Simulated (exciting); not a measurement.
Consider SiC (Moissanite 3C), space group F-43m.

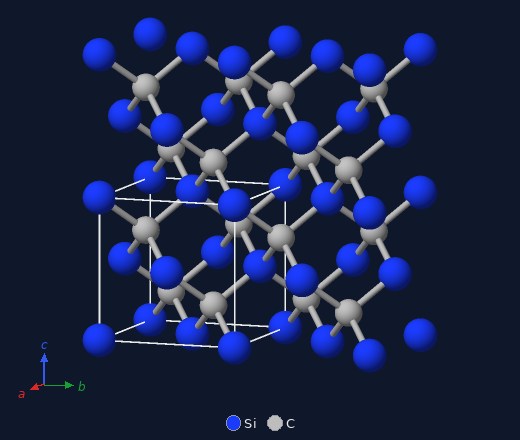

The structure (silicon blue, carbon light grey). Bonds to atoms that aren't drawn are left out. 1×2×2 conventional cells are drawn. Some periodic images of atoms are drawn too.

```xyz
2
Lattice="0.0000 2.1790 2.1790 2.1790 0.0000 2.1790 2.1790 2.1790 0.0000" Properties=species:S:1:pos:R:3 pbc="T T T"
Si    0.0000    0.0000    0.0000
C     3.2685    3.2685    3.2685
```

Absorber: atom 2, with 4 Si at 1.89 Å (tetrahedral, site symmetry -43m). Method: exciting, all-electron LAPW+lo, PBE, exchange and screened direct term (singlet BSE), 6×6×6 shifted k points, 11 conduction bands, |G+q| up to 3 bohr⁻¹, full RPA screening with nempty = 29, Lorentzian half width 0.45 eV.

**Question.** Predict the C K near-edge structure at this level.

Bound core exciton? Undecided on this mesh: the first bright state (over 5 % of the brightest) lies at 0.10 eV from the Kohn–Sham onset and at -0.16 eV from the lowest bare transition of its own mesh; weaker or dark states reach down to -0.09 eV. Maxima (height): 2.9 eV (0.76), 5.4 eV (1.00), 10.9 eV (0.45), 15.0 eV (0.19) and 18.9 eV (0.51).

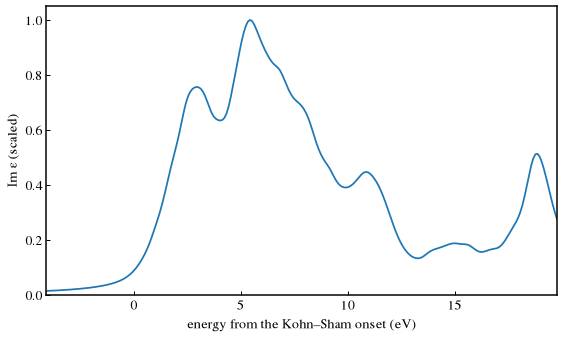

Energy from the Kohn–Sham onset, core level to the lowest empty state found on the meshes used; Im ε in relative units.

With 216 k points the binding energies are rough. Exchange and the short-range direct term aren't converged in the kernel cutoff. The zero comes from the unshifted 6×6×6 ground-state mesh; it is exact only where the band minimum lies on that mesh. The structure is a published determination, not relaxed.

[Banner, clock and machine lines of the logs are left out without a mark of their own.]

[Logs are printed without paths, hosts, clocks, repeated set-up lines and the standing remarks that a program may print on its own settings, such as how far it seeks lower states.]

[Hosts, paths, dates, database ids (printed as entryN), source tags and the programs' standing remarks are cut or masked in the printed files.]
